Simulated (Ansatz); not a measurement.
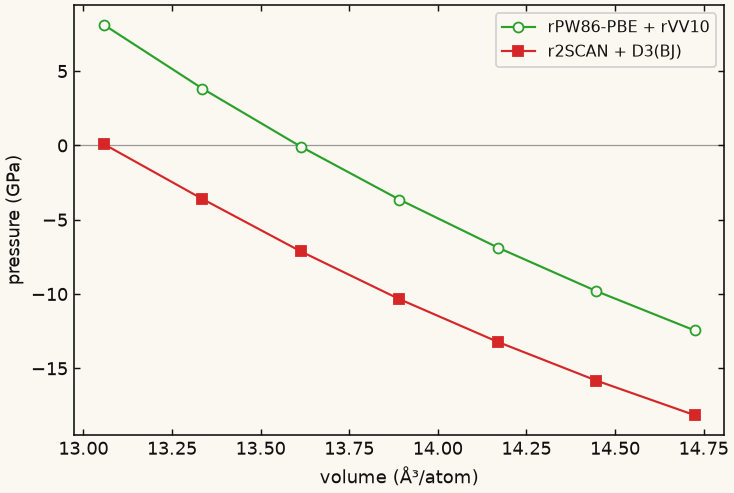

The picture above shows the pressure against volume, with one curve for each functional, for V (space group Im-3m).

Computed with Ansatz 0.2.0: plane-wave DFT, collinear spins; energies at scaled volumes of the given cell, shape and fractions fixed, counted from the fit's minimum, third-order Birch-Murnaghan fit. All runs: collinear spin.

- k mesh: 12×12×12
- occupations: Fermi–Dirac
- smearing width: 0.05 eV
- potentials: Ansatz PAW

Settings that differ: rPW86-PBE + rVV10: density cutoff 2100 eV, wave cutoff 420 eV; r2SCAN + D3(BJ): density cutoff 2000 eV, wave cutoff 500 eV.

### Order the curves by fitted equilibrium volume, smallest first.

r2SCAN + D3(BJ) 13.076, rPW86-PBE + rVV10 13.607 Å³/atom.

### Order the curves by fitted bulk modulus, smallest first.

rPW86-PBE + rVV10 182.9, r2SCAN + D3(BJ) 191.4 GPa.

Note: the fit and the printed pressures don't fully agree, or the minimum lies near the end of the range (r2SCAN + D3(BJ)); the functional was run on potentials made for another functional (rPW86-PBE + rVV10); state may lie high (r2SCAN + D3(BJ)).

The computed values:

rPW86-PBE + rVV10:
| volume (Å³/atom) | pressure (GPa) |
| --- | --- |
| 13.06 | 8.12 |
| 13.34 | 3.83 |
| 13.61 | −0.08 |
| 13.89 | −3.64 |
| 14.17 | −6.87 |
| 14.45 | −9.80 |
| 14.72 | −12.45 |

r2SCAN + D3(BJ):
| volume (Å³/atom) | pressure (GPa) |
| --- | --- |
| 13.06 | 0.09 |
| 13.34 | −3.60 |
| 13.61 | −7.13 |
| 13.89 | −10.34 |
| 14.17 | −13.22 |
| 14.45 | −15.82 |
| 14.72 | −18.15 |
